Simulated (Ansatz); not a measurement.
## Run report: Sn₁₆O₁₅, geometry relaxation (part 2 of 3)

Continued. System: Sn₁₆O₁₅ (defect cell, 31 atoms in the cell). Method: DFT PBE+D3(BJ), scalar-relativistic, plane waves, PAW, PAW set soft_1, no spin polarisation (Ansatz 0.2.0); cutoff 420 eV, 4×4×4 k-mesh, Gaussian smearing of 0.1 eV. The structure derives from an entry of the Crystallography Open Database.

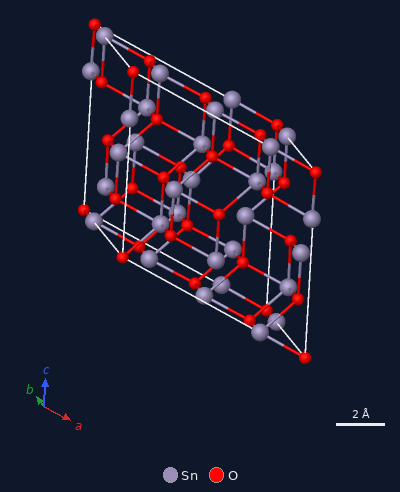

**Figure 1.** The geometry at step 4 of the log (ball-and-stick view of the cell of the calculation, seen slightly off an axis).

## Output, continued
```
--- Forces (eV/Å), atoms counted from 1 ---
  atom   1  Sn     0.00841699     0.00000000    -0.00350527
  atom   2  Sn    -0.00057015    -0.00413071    -0.00517552
  atom   3  Sn    -0.00057015     0.00413071    -0.00517552
  atom   4  Sn    -0.01281450     0.00000000     0.00159400
  atom   5  Sn    -0.00841699     0.00000000    -0.00350527
  atom   6  Sn     0.00057015     0.00413071    -0.00517552
  atom   7  Sn     0.00057015    -0.00413071    -0.00517552
  atom   8  Sn     0.01281450     0.00000000     0.00159400
  atom   9  Sn     0.00413071     0.00057015     0.00517552
  atom  10  Sn     0.00413071    -0.00057015     0.00517552
  atom  11  Sn    -0.00413071    -0.00057015     0.00517552
  atom  12  Sn    -0.00413071     0.00057015     0.00517552
  atom  13  Sn     0.00000000     0.01281450    -0.00159400
  atom  14  Sn    -0.00000000     0.00841699     0.00350527
  atom  15  Sn     0.00000000    -0.01281450    -0.00159400
  atom  16  Sn    -0.00000000    -0.00841699     0.00350527
  atom  17  O      0.00000000     0.02017812     0.00124397
  atom  18  O      0.00000000    -0.02017812     0.00124397
  atom  19  O      0.00000000     0.00000000     0.00000000
  atom  20  O     -0.02017812     0.00000000    -0.00124397
  atom  21  O      0.00000000     0.00000000     0.00000000
  atom  22  O     -0.00000000    -0.00000000     0.00000000
  atom  23  O      0.02017812     0.00000000    -0.00124397
  atom  24  O      0.00747946    -0.00747946     0.00000000
  atom  25  O      0.00747946     0.00747946     0.00000000
  atom  26  O     -0.00718540    -0.00718540     0.00000000
  atom  27  O     -0.00718540     0.00718540     0.00000000
  atom  28  O     -0.00747946    -0.00747946    -0.00000000
  atom  29  O      0.00718540    -0.00718540     0.00000000
  atom  30  O     -0.00747946     0.00747946    -0.00000000
  atom  31  O      0.00718540     0.00718540     0.00000000
  max |Σ_I F_I| component: 1.39e-17 eV/Å
--- Band table (eV; the first three rows and the last of 11) ---
  k-point 0: bands = ["-12.1070", "-12.0781", "-12.0713", "-12.0612", "-12.0506", "-12.0443", "-12.0370", "-12.0162", "-12.0106", "-11.9717", "-11.9640", "-11.9249", "-11.8702", "-11.8447", "-11.7462", "-11.7306", "-11.7296", "-11.7294", "-11.7285", "-11.7249", "-11.7232", "-11.7220", "-11.7205", "-11.7188", "-11.7168", "-11.7162", "-11.7132", "-11.7108", "-11.7102", "-11.7076", "-11.7030", "-11.7007", "-11.6997", "-11.6990", "-11.6932", "-11.6932", "-11.6919", "-11.6890", "-11.6873", "-11.6861",
      "-11.6856", "-11.6841", "-11.6806", "-11.6757", "-11.6755", "-11.6673", "-11.6660", "-11.6656", "-11.6579", "-11.6540", "-11.6527", "-11.6472", "-11.6465", "-11.6460", "-11.6449", "-11.6417", "-11.6403", "-11.6388", "-11.6379", "-11.6360", "-11.6354", "-11.6323", "-11.6315", "-11.6297", "-11.6272", "-11.6267", "-11.6249", "-11.6247", "-11.6223", "-11.6218", "-11.6215", "-11.6179", "-11.6167", "-11.6129", "-11.6111", "-11.6101", "-11.6093", "-11.6065", "-11.6042", "-11.5992",
      "-9.9740", "-9.5954", "-9.4867", "-9.2246", "-9.0108", "-8.9184", "-8.7906", "-8.6494", "-8.6319", "-8.4564", "-8.3328", "-8.3314", "-8.0999", "-7.9972", "-7.7897", "1.1323", "1.1831", "1.2629", "1.2671", "1.4329", "1.4776", "1.8143", "1.9728", "2.1726", "2.1990", "2.2756", "2.4131", "2.8567", "3.3402", "3.3988", "3.4420", "3.5741", "3.6326", "3.8593", "3.9217", "4.1062", "4.1379", "4.4857", "4.6193", "4.6673",
      "4.7071", "4.7117", "4.7625", "4.7735", "4.9483", "5.0087", "5.1961", "5.5040", "5.5667", "5.6801", "5.7884", "5.8714", "6.0267", "6.1332", "6.2811", "6.5304", "6.6516", "6.7217", "6.8293", "6.8812", "6.9709", "7.0886", "7.1127", "7.2651", "7.2940", "7.3570", "7.4197", "7.5020", "7.5915", "7.5921", "7.7716", "7.9107", "8.1553", "8.3936", "8.4916", "9.2694", "9.5765", "10.5720", "10.7892", "11.1475",
      "11.2659", "11.5714", "11.8492", "12.1501", "12.2534", "12.2831", "12.3941", "12.4325", "12.7497", "12.7538", "12.8242", "12.8560", "13.0008", "13.1354", "13.3210", "13.4396", "13.8507", "13.9805", "14.2807", "14.3505", "14.6619", "14.6619", "14.7365", "14.8291", "14.8833", "15.0698", "15.3160", "15.3697", "15.5911"]
  k-point 1: bands = ["-12.0886", "-12.0869", "-12.0817", "-12.0568", "-12.0370", "-12.0352", "-12.0288", "-12.0284", "-12.0113", "-12.0051", "-11.9988", "-11.8974", "-11.8279", "-11.8099", "-11.8036", "-11.7302", "-11.7299", "-11.7271", "-11.7254", "-11.7233", "-11.7233", "-11.7210", "-11.7172", "-11.7168", "-11.7166", "-11.7128", "-11.7125", "-11.7113", "-11.7098", "-11.7036", "-11.7033", "-11.7031", "-11.6998", "-11.6991", "-11.6988", "-11.6949", "-11.6947", "-11.6913", "-11.6894", "-11.6889",
      "-11.6861", "-11.6835", "-11.6829", "-11.6799", "-11.6747", "-11.6720", "-11.6689", "-11.6628", "-11.6604", "-11.6578", "-11.6537", "-11.6524", "-11.6522", "-11.6498", "-11.6449", "-11.6438", "-11.6379", "-11.6378", "-11.6357", "-11.6324", "-11.6322", "-11.6299", "-11.6294", "-11.6278", "-11.6274", "-11.6255", "-11.6229", "-11.6210", "-11.6199", "-11.6185", "-11.6170", "-11.6164", "-11.6158", "-11.6139", "-11.6118", "-11.6102", "-11.6101", "-11.6065", "-11.6049", "-11.6047",
      "-9.7163", "-9.7019", "-9.6862", "-9.4350", "-8.7193", "-8.7090", "-8.6833", "-8.6803", "-8.6367", "-8.6275", "-8.6081", "-8.1953", "-7.9674", "-7.9617", "-7.9616", "1.1437", "1.2144", "1.3400", "1.6174", "1.6284", "1.6424", "1.6844", "1.6951", "1.8576", "2.0163", "2.0354", "2.1364", "2.8789", "3.3389", "3.5989", "3.7798", "4.0697", "4.0770", "4.0800", "4.1379", "4.1490", "4.2128", "4.2196", "4.2260", "4.2953",
      "4.3802", "4.5695", "4.5899", "4.6151", "4.8519", "4.8617", "5.1982", "5.7727", "5.8710", "5.9096", "6.2584", "6.2732", "6.2789", "6.3231", "6.3551", "6.3704", "6.4250", "6.4613", "6.5031", "6.5431", "6.5733", "6.6031", "6.9523", "7.1783", "7.3841", "7.4148", "7.4903", "7.4948", "7.5429", "7.6093", "7.6657", "7.6913", "8.4395", "8.5795", "9.0203", "9.0638", "9.8109", "11.1249", "11.1397", "11.1578",
      "11.6136", "11.6316", "11.6905", "11.9697", "12.0454", "12.2631", "12.3350", "12.4021", "12.4469", "12.7143", "12.7563", "12.8111", "13.3686", "13.3804", "13.4102", "13.5996", "13.6396", "13.9407", "13.9886", "14.0251", "14.3356", "14.4643", "14.5515", "14.5969", "14.7856", "14.9704", "15.2612", "15.3157", "15.3866"]
  k-point 2: bands = ["-12.1146", "-12.0744", "-12.0684", "-12.0684", "-12.0643", "-12.0454", "-12.0235", "-12.0015", "-12.0015", "-11.9820", "-11.9326", "-11.9008", "-11.9008", "-11.8973", "-11.7315", "-11.7314", "-11.7314", "-11.7294", "-11.7278", "-11.7259", "-11.7223", "-11.7223", "-11.7192", "-11.7192", "-11.7154", "-11.7154", "-11.7147", "-11.7141", "-11.7057", "-11.7025", "-11.7024", "-11.7024", "-11.7006", "-11.6963", "-11.6963", "-11.6948", "-11.6922", "-11.6922", "-11.6889", "-11.6889",
      "-11.6844", "-11.6799", "-11.6799", "-11.6768", "-11.6691", "-11.6682", "-11.6625", "-11.6625", "-11.6569", "-11.6518", "-11.6470", "-11.6453", "-11.6453", "-11.6435", "-11.6430", "-11.6430", "-11.6405", "-11.6391", "-11.6384", "-11.6384", "-11.6383", "-11.6347", "-11.6317", "-11.6317", "-11.6300", "-11.6276", "-11.6261", "-11.6261", "-11.6246", "-11.6244", "-11.6189", "-11.6185", "-11.6185", "-11.6145", "-11.6102", "-11.6102", "-11.6060", "-11.6044", "-11.6044", "-11.5959",
      "-10.0799", "-9.3562", "-9.3562", "-9.3432", "-9.1406", "-8.8224", "-8.8224", "-8.7673", "-8.6018", "-8.5978", "-8.3216", "-8.1223", "-8.1223", "-8.1083", "-7.7270", "1.0225", "1.0225", "1.2946", "1.3526", "1.3999", "1.3999", "1.7160", "1.9532", "2.5138", "2.5138", "2.5145", "2.7440", "2.9157", "3.0682", "3.0682", "3.3724", "3.3858", "3.5262", "3.5262", "3.7396", "3.9675", "3.9675", "4.7613", "4.8123", "4.8751",
      "4.9070", "4.9070", "5.0799", "5.0933", "5.1097", "5.2039", "5.2039", "5.2317", "5.2939", "5.3229", "5.3229", "5.4271", "6.0563", "6.0563", "6.1456", "6.8414", "6.8742", "6.8742", "7.1303", "7.1464", "7.1652", "7.2639", "7.2639", "7.2998", "7.3283", "7.3283", "7.3488", "7.3937", "7.3937", "7.7538", "7.7538", "8.0098", "8.2115", "8.2115", "8.2359", "8.9578", "9.4821", "10.0366", "10.5456", "11.2235",
      "11.4210", "11.4210", "11.7577", "11.8145", "12.1495", "12.1495", "12.2763", "12.5070", "12.5070", "12.6796", "12.9907", "13.1609", "13.1609", "13.4855", "13.5424", "13.8246", "13.8246", "14.2595", "14.4408", "14.4408", "14.7980", "14.8912", "14.8912", "14.8997", "15.2031", "15.2638", "15.2638", "15.5053", "15.5113"]
  k-point 10: bands = ["-12.0969", "-12.0854", "-12.0712", "-12.0680", "-12.0446", "-12.0420", "-12.0344", "-12.0264", "-11.9982", "-11.9743", "-11.9633", "-11.9193", "-11.9009", "-11.8295", "-11.7437", "-11.7408", "-11.7377", "-11.7367", "-11.7352", "-11.7325", "-11.7297", "-11.7285", "-11.7251", "-11.7140", "-11.7139", "-11.7106", "-11.7091", "-11.7076", "-11.7039", "-11.7021", "-11.7019", "-11.6990", "-11.6977", "-11.6972", "-11.6954", "-11.6932", "-11.6916", "-11.6911", "-11.6893", "-11.6857",
      "-11.6850", "-11.6837", "-11.6804", "-11.6754", "-11.6752", "-11.6684", "-11.6636", "-11.6630", "-11.6600", "-11.6586", "-11.6542", "-11.6526", "-11.6526", "-11.6517", "-11.6501", "-11.6472", "-11.6429", "-11.6409", "-11.6400", "-11.6371", "-11.6361", "-11.6309", "-11.6265", "-11.6264", "-11.6237", "-11.6230", "-11.6218", "-11.6215", "-11.6173", "-11.6166", "-11.6158", "-11.6135", "-11.6132", "-11.6084", "-11.6077", "-11.6069", "-11.6065", "-11.6047", "-11.6006", "-11.5966",
      "-9.9943", "-9.6285", "-9.3533", "-9.2495", "-9.0588", "-8.9976", "-8.8499", "-8.5891", "-8.5293", "-8.4891", "-8.3571", "-8.2416", "-8.1920", "-8.0045", "-7.7576", "0.7903", "1.1718", "1.2507", "1.4672", "1.5333", "1.7556", "1.9200", "1.9282", "2.0113", "2.1099", "2.3186", "2.6627", "2.6708", "2.8723", "2.9093", "3.8466", "3.9626", "3.9628", "4.0697", "4.0899", "4.1603", "4.2609", "4.3089", "4.3788", "4.5580",
      "4.6108", "4.7833", "4.9096", "5.0867", "5.1772", "5.1847", "5.3572", "5.4971", "5.5633", "5.6079", "5.7028", "5.7537", "5.7640", "5.8285", "5.8652", "6.0978", "6.1093", "6.3023", "6.5354", "6.8342", "6.9600", "7.0900", "7.1089", "7.1412", "7.1636", "7.2564", "7.3202", "7.3478", "7.8430", "8.0105", "8.0660", "8.1275", "8.5828", "8.6803", "8.7746", "9.3145", "9.9369", "10.9692", "11.2013", "11.4937",
      "11.5051", "11.8782", "11.9587", "11.9909", "12.0908", "12.1951", "12.2027", "12.4847", "12.5463", "12.6427", "12.8449", "12.9928", "13.1180", "13.4044", "13.4208", "13.6760", "13.8257", "14.1043", "14.1246", "14.1611", "14.1861", "14.2018", "14.2895", "14.3776", "14.4165", "14.7263", "14.9077", "15.2127", "15.2826"]
```
